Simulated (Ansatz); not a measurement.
## Run report: NiO, single-point calculation (part 2 of 2)

Continued. System: NiO (10 atoms in the cell). Method: DFT, PBE, plane waves, PAW, spin-polarised (Ansatz 0.2.0); cutoff 420 eV, 1×1×1 k-mesh, Gaussian smearing of 0.05 eV, collinear spins. The structure derives from an entry of the Crystallography Open Database. Some settings of this run were made unusual or wrong on purpose.

Geometry of the input (Å; fractional positions):
```
8.8900  0.0000  0.0000
0.0000  7.6300  0.0000
0.0000  0.0000  9.3100
Ni 0.4978  0.6181  0.5005
O  0.3535  0.6281  0.5004
O  0.6439  0.5972  0.5006
Ni 0.4906  0.4091  0.4121
Ni 0.4906  0.4098  0.5899
O  0.4886  0.5568  0.3695
O  0.4885  0.5578  0.6317
Ni 0.3303  0.4735  0.5008
Ni 0.6533  0.4412  0.5010
O  0.5631  0.3055  0.5013
```

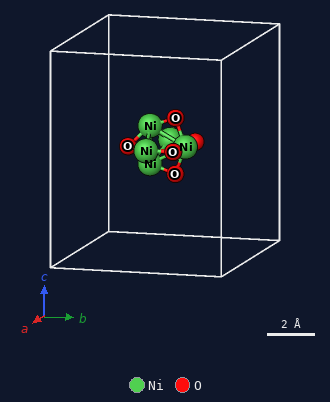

*The structure (ball-and-stick view of the cell of the calculation, with the vacuum cut short, seen slightly off an axis). An atom can appear more than once, as a periodic image.*

What the program printed, continued:
```
SCF iter   1: F=—  HF=-31902.158318 eV  |F-HF|=—  |Δ(HF+E_count)|=         —  Δρ=5.89e-3 (↑4.33e-3 ↓5.89e-3)  dr2=2.47e-1  dr2_m=7.79e-2  M=2.000 μB ∫|m|=2.092 μB  ethr=8.33e-7  ⟨swp⟩=10.0  Hψ=1308  notcnv=0
preconditioner: auto → Resta (q_TF=auto, 2.069 Å⁻¹)  ε∞=1.9  [insulator: Δε(μ)=0.323 eV  Ē_g=13.817 eV  σ=0.050 eV  W_gap=1.00  n_scr=86 (ndim 8)  ℏωp=13.2 eV  f_vac=0.811  D(μ)=0.00/eV (n_scr^D=0)  ε∞_Penn≈1.9  vacuum switching on, ρ_ref=1.4e-2 e/Å³]
spin=Collinear: Resta preconditioning applied to the charge; magnetization (m = ρ↑ − ρ↓) channel mixes plain (no charge-response kernel on spin).
SCF iter   2: F=—  HF=-31902.151380 eV  |F-HF|=—  |Δ(HF+E_count)|=   6.94e-3  Δρ=1.61e-3 (↑1.61e-3 ↓1.13e-3)  dr2=2.83e-2  dr2_m=9.15e-4  M=2.000 μB ∫|m|=2.073 μB  ethr=8.33e-7  ⟨swp⟩=12.0  Hψ=1472  notcnv=0
SCF iter   3: F=—  HF=-31902.146846 eV  |F-HF|=—  |Δ(HF+E_count)|=   4.53e-3  Δρ=3.54e-4 (↑3.54e-4 ↓3.00e-4)  dr2=3.79e-3  dr2_m=5.10e-5  M=2.000 μB ∫|m|=2.072 μB  ethr=8.33e-7  ⟨swp⟩=10.0  Hψ=1084  notcnv=0
SCF iter   4: F=—  HF=-31902.146372 eV  |F-HF|=—  |Δ(HF+E_count)|=   4.74e-4  Δρ=1.48e-4 (↑1.48e-4 ↓1.25e-4)  dr2=3.05e-4  dr2_m=1.83e-5  M=2.000 μB ∫|m|=2.072 μB  ethr=8.33e-7  ⟨swp⟩=7.5  Hψ=941  notcnv=0
SCF iter   5: F=—  HF=-31902.146337 eV  |F-HF|=—  |Δ(HF+E_count)|=   3.49e-5  Δρ=2.25e-5 (↑1.74e-5 ↓2.25e-5)  dr2=7.45e-6  dr2_m=6.32e-7  M=2.000 μB ∫|m|=2.072 μB  ethr=2.54e-7  ⟨swp⟩=5.0  Hψ=640  notcnv=0
SCF iter   6: F=—  HF=-31902.146336 eV  |F-HF|=—  |Δ(HF+E_count)|=   1.29e-6  Δρ=6.12e-6 (↑6.12e-6 ↓3.60e-6)  dr2=5.18e-7  dr2_m=2.87e-8  M=2.000 μB ∫|m|=2.071 μB  ethr=6.21e-9  ⟨swp⟩=3.0  Hψ=414  notcnv=0
SCF iter   7: F=-31902.146336 eV  HF=-31902.146336 eV  |F-HF|=3.01e-8  |Δ(HF+E_count)|=   6.24e-8  Δρ=1.65e-6 (↑1.11e-6 ↓1.65e-6)  dr2=2.85e-8  dr2_m=2.65e-9  M=2.000 μB ∫|m|=2.071 μB  ethr=8.33e-11  ⟨swp⟩=4.0  Hψ=594  notcnv=0
SCF iter   8: F=-31902.146336 eV  HF=-31902.146336 eV  |F-HF|=3.00e-8  |Δ(HF+E_count)|=  2.18e-11  Δρ=1.64e-6 (↑1.11e-6 ↓1.64e-6)  dr2=2.84e-8  dr2_m=2.65e-9  M=2.000 μB ∫|m|=2.071 μB  ethr=2.38e-11  ⟨swp⟩=2.5  Hψ=654  notcnv=0
SCF 2 converged in 8 iterations: F = -31902.146336 eV  dr2 = 2.84e-8
Following a flipped spin beside the converged state, stage 2: an SCF sets out from the point that it leads to. Its free energy F lies at F - F(close) = +8.727e-2 eV
iter 1 solved again at ethr=2.54e-7 eV; its pass at ethr=8.33e-7 eV (dr2=3.05e-4 eV) is discarded
SCF iter   1: F=—  HF=-31902.061105 eV  |F-HF|=—  |Δ(HF+E_count)|=         —  Δρ=1.99e-4 (↑1.99e-4 ↓1.86e-4)  dr2=3.05e-4  dr2_m=1.14e-4  M=0.000 μB ∫|m|=1.590 μB  ethr=2.54e-7  ⟨swp⟩=8.5  Hψ=1521  notcnv=0
preconditioner: auto → Resta (q_TF=auto, 2.069 Å⁻¹)  ε∞=1.9  [insulator: Δε(μ)=0.355 eV  Ē_g=13.822 eV  σ=0.050 eV  W_gap=1.00  n_scr=86 (ndim 8)  ℏωp=13.2 eV  f_vac=0.811  D(μ)=0.00/eV (n_scr^D=0)  ε∞_Penn≈1.9  vacuum switching on, ρ_ref=1.4e-2 e/Å³]
spin=Collinear: Resta preconditioning applied to the charge; magnetization (m = ρ↑ − ρ↓) channel mixes plain (no charge-response kernel on spin).
SCF iter   2: F=—  HF=-31902.061232 eV  |F-HF|=—  |Δ(HF+E_count)|=   1.27e-4  Δρ=7.73e-5 (↑7.04e-5 ↓7.73e-5)  dr2=7.99e-5  dr2_m=3.79e-6  M=-0.000 μB ∫|m|=1.599 μB  ethr=2.54e-7  ⟨swp⟩=7.0  Hψ=972  notcnv=0
SCF iter   3: F=—  HF=-31902.061222 eV  |F-HF|=—  |Δ(HF+E_count)|=   1.02e-5  Δρ=1.78e-5 (↑1.78e-5 ↓1.72e-5)  dr2=5.50e-6  dr2_m=2.47e-7  M=-0.000 μB ∫|m|=1.600 μB  ethr=6.65e-8  ⟨swp⟩=5.0  Hψ=608  notcnv=0
SCF iter   4: F=—  HF=-31902.061221 eV  |F-HF|=—  |Δ(HF+E_count)|=   7.12e-7  Δρ=8.16e-6 (↑8.16e-6 ↓6.72e-6)  dr2=1.40e-6  dr2_m=2.85e-8  M=-0.000 μB ∫|m|=1.601 μB  ethr=4.58e-9  ⟨swp⟩=4.0  Hψ=488  notcnv=0
SCF iter   5: F=—  HF=-31902.061221 eV  |F-HF|=—  |Δ(HF+E_count)|=   1.32e-7  Δρ=1.87e-6 (↑1.77e-6 ↓1.87e-6)  dr2=6.13e-8  dr2_m=2.80e-9  M=-0.000 μB ∫|m|=1.601 μB  ethr=8.33e-11  ⟨swp⟩=4.5  Hψ=633  notcnv=0
SCF iter   6: F=-31902.061221 eV  HF=-31902.061221 eV  |F-HF|=4.49e-9  |Δ(HF+E_count)|=   5.48e-9  Δρ=5.26e-7 (↑5.26e-7 ↓3.73e-7)  dr2=4.50e-9  dr2_m=2.58e-10  M=-0.000 μB ∫|m|=1.601 μB  ethr=5.11e-11  ⟨swp⟩=3.0  Hψ=504  notcnv=0
SCF iter   7: F=-31902.061221 eV  HF=-31902.061221 eV  |F-HF|=4.54e-9  |Δ(HF+E_count)|=  1.46e-11  Δρ=5.29e-7 (↑5.29e-7 ↓3.75e-7)  dr2=4.54e-9  dr2_m=2.60e-10  M=-0.000 μB ∫|m|=1.601 μB  ethr=3.75e-12  ⟨swp⟩=2.5  Hψ=532  notcnv=0
SCF 3 converged in 7 iterations: F = -31902.061221 eV  dr2 = 4.54e-9
  greatest PAW one-centre occupation: 1.277 electrons in one spin orbital (limit 2), on the Ni atom at site 4 (counted from 0), in its partial waves of l = 1
SCF converged after 22 iterations
Magnetization: 2.0000 μB (61.0000 up, 59.0000 down)
Absolute magnetization: 2.0907 μB (∫|ρ↑−ρ↓|, with the PAW one-centre terms)
Spin contamination: 0.0050 ħ² per cell (⟨S²⟩ above its minimum at these occupations)
Per-site moments (μB) at R_I (Å): [(0.053579804678625734, 0.5300671059854003), (0.05882235640747524, 0.49392981754186127), (0.07091473809722908, 0.49233298426786626), (0.24045762568583764, 0.4927409389931465), (0.24051856410130826, 0.49276174773290743), (0.15875792936714955, 0.4927409389931465), (0.15878660072346568, 0.49276174773290743), (0.06005261437381371, 0.49392981754186127), (0.08961868836904399, 0.49233298426786626), (0.03922263328900672, 0.5402001081340075)]
Free energy (F): -31902.146336 eV
Harris-Foulkes:  -31902.146336 eV  (|F-HF|=1.48e-8)
Internal energy: -31902.146336 eV  (E = F + TS)
E sigma→0 (E₀):  -31902.146336 eV
Entropy (-TS):   -0.000000 eV (-0.000 meV/atom)
Fermi energy:    -0.829956 eV
--- Per-component energies (eV) ---
  E_band       = -4056.198810
  E_kinetic    = 2491.383628
  E_local      = -86645.343592  (includes V_loc(G=0)·N_el)
  E_nonlocal   = 3654.393604
  E_hartree    = 40205.385771
  E_xc         = -821.444412
  E_vxc        = -1056.145095  (∫ρ·V_xc dr)
  E_paw        = -9021.600716  (= ΣΔE_a)
  E_vpaw       = -2911.273757  (= ΣTr[D̂ρ^β])
  E_aug_tail   = 0.016459  (compensation charges beyond the density's cutoff)
  E_ewald      = 18235.062922
  E_smearing   = -0.000000  (= −TS)
  E_closure    = -0.000000  (closes the sum)
  Σ components = -31902.146336   (vs F -31902.146336, Δ=0.00e0)
--- Forces (eV/Å), atoms counted from 1 ---
  atom   1  Ni    14.53370748    62.69843546    -0.18860947
  atom   2  O    -40.12349638    61.98163219    -0.21439678
  atom   3  O     40.07127492    61.59496962    -0.16854801
  atom   4  Ni   -20.16528098   -58.89148553   -49.20598275
  atom   5  Ni   -20.20606638   -58.56431179    49.56941634
  atom   6  O     -1.99450280    47.45536513   -63.94958806
  atom   7  O     -2.05800837    47.83035617    63.65578055
  atom   8  Ni   -50.96041924   -56.07581964     0.15766606
  atom   9  Ni    68.26401684   -37.79659221     0.13819874
  atom  10  O     12.63867294   -70.23285436     0.20610553
  max |Σ_I F_I| component: 3.05e-4 eV/Å
--- Band table (eV) ---
  k-point 0 ↑: bands = ["-110.9403", "-110.1570", "-109.4253", "-108.4486", "-107.0399", "-73.5746", "-72.8227", "-72.6081", "-71.7826", "-71.6142", "-71.3612", "-70.3384", "-69.8190", "-69.7546", "-69.3661", "-68.3464", "-68.1760", "-67.2418", "-66.7328", "-66.2548", "-28.9868", "-27.1542", "-25.9917", "-25.9893", "-24.1206", "-18.4928", "-17.2500", "-15.9294", "-15.6126", "-15.1848", "-15.1167", "-14.3093", "-13.7429", "-13.1106", "-12.3206", "-12.1227", "-11.8268", "-11.1874", "-10.7343", "-10.4687", "-9.7078", "-8.7566", "-8.2644", "-7.7653", "-7.3100", "-6.8504", "-6.2307", "-5.6927", "-5.2744", "-4.9086", "-4.2108", "-4.1843", "-3.9822", "-3.4841", "-3.3705", "-2.8081", "-2.2550", "-1.8251", "-1.2168", "-1.0871", "-0.9961", "-0.6639", "0.0029", "0.8076", "0.9044", "2.1193", "2.8667", "3.0820", "3.2846", "3.4386", "3.5175", "4.0900", "4.3841", "4.5060", "4.9209", "5.0471", "5.1356", "5.2379"]
  k-point 0 ↓: bands = ["-110.8241", "-109.7983", "-109.0065", "-108.2603", "-106.9341", "-73.1335", "-72.5484", "-72.5153", "-71.6469", "-71.2957", "-71.0841", "-69.9903", "-69.6812", "-69.3459", "-69.2420", "-68.1200", "-67.9687", "-67.1323", "-66.5993", "-66.1212", "-28.8024", "-26.9670", "-25.7141", "-25.6331", "-23.9280", "-18.1737", "-17.0374", "-15.7585", "-15.3907", "-14.9902", "-14.9525", "-14.0579", "-13.6067", "-12.9282", "-12.0619", "-11.9231", "-11.5864", "-10.9146", "-10.5637", "-10.1536", "-9.3329", "-8.5417", "-8.1011", "-7.5853", "-7.0323", "-6.6530", "-5.9505", "-5.5120", "-5.1229", "-4.7347", "-4.0171", "-3.9853", "-3.7892", "-3.2747", "-3.1314", "-2.6135", "-2.0956", "-1.6471", "-1.0492", "-0.5082", "-0.3829", "-0.2582", "0.1691", "0.9946", "1.1159", "2.2347", "2.9718", "3.1339", "3.3940", "3.5020", "3.6650", "4.1743", "4.4619", "4.5751", "5.0257", "5.1142", "5.2281", "5.3400"]
```

Outcome:

```json
{"quantity": "outcome", "value": "converged"}
{"quantity": "electrons treated", "value": "120"}
{"quantity": "free energy", "value": "−31902.1463 eV"}
{"quantity": "Fermi energy", "value": "−0.830 eV"}
{"quantity": "gap on the k-point mesh", "value": "0.33 eV"}
{"quantity": "net moment of the cell", "value": "2.00 μB"}
{"quantity": "integrated absolute moment", "value": "2.09 μB"}
{"quantity": "largest force (length of the vector)", "value": "79.659 eV/Å"}
{"quantity": "wall time", "value": "21 s (CPU time 77 s)"}
{"quantity": "peak memory", "value": "0.76 GiB"}
```

The input was spoiled on purpose: a lattice far too small (`crystal.lattice`). The atoms are squeezed together and the pressure is enormous. The program still converged, but the numbers can't be taken as results for the intended system. So coarse a mesh can miss the band edges, so the true gap of this method can be much smaller, or zero.
